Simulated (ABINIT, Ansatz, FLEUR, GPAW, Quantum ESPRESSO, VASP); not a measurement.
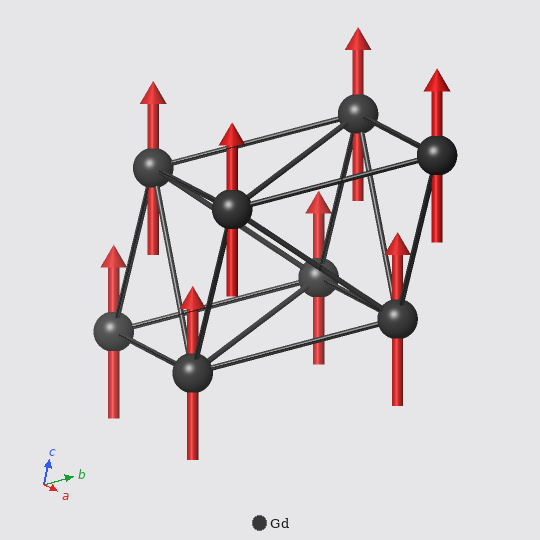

Gd, face-centred cubic (Cu type), space group Fm-3m (No. 225), a = 5.172 Å, b = 5.172 Å, c = 5.172 Å, α = 90.00°, β = 90.00°, γ = 90.00°. The run's cell of 1 atom, with the site moments from GPAW (PAW data 1.2.1) as arrows (above 0.25 μB; red up, blue down). The cell is a structure listed in the Materials Project. This isn't the form of Gd at room conditions, which is hcp.

One fixed geometry in six programs or potential sets. Alike in all runs: functional PBE; k mesh 9 × 9 × 9 on the run's cell of 1 atom; occupations fermi-dirac, width 0.05 eV; collinear spin, ferromagnetic start; no spin-orbit coupling. All runs are metallic. A dash marks a pressure that wasn't computed or isn't reliable.

| program | pressure (GPa) | net moment (μB per cell of 1) |
| --- | --- | --- |
| GPAW (PAW data 1.2.1) | -1.4 | 7.62 |
| Ansatz LAPW (all-electron) | -1.3 | 7.58 |
| FLEUR (all-electron) | - | 7.58 |
| Quantum ESPRESSO (SSSP 1.3 efficiency) | -1.4 | 7.61 |
| ABINIT (JTH PAW PBE v2.0) | ? | ? |
| VASP (PBE potentials, release 64 Gd) | -1.3 | 7.59 |

Estimate the row of ABINIT (JTH PAW PBE v2.0).

A pressure of -1.3 GPa and a moment of 7.61 μB. The other rows span -1.4 to -1.3 GPa and 7.58 to 7.62 μB.

Is this cell larger or smaller than the equilibrium cell of this functional?

Larger: all pressures given are negative (-1.4 to -1.3 GPa), so its volume would shrink, if only a little in a stiff crystal.

Plane-wave pressures hold the error of each finite cutoff. Each run keeps the magnetic state that it reached from a ferromagnetic start.

Notes on single rows: GPAW (PAW data 1.2.1): one-centre terms of the f shell are cut off; Ansatz LAPW (all-electron): an open f shell can end in a state above the lowest.

Caveat: semilocal functionals without U treat localised f shells poorly, and where the shell is open runs can settle in different occupations.
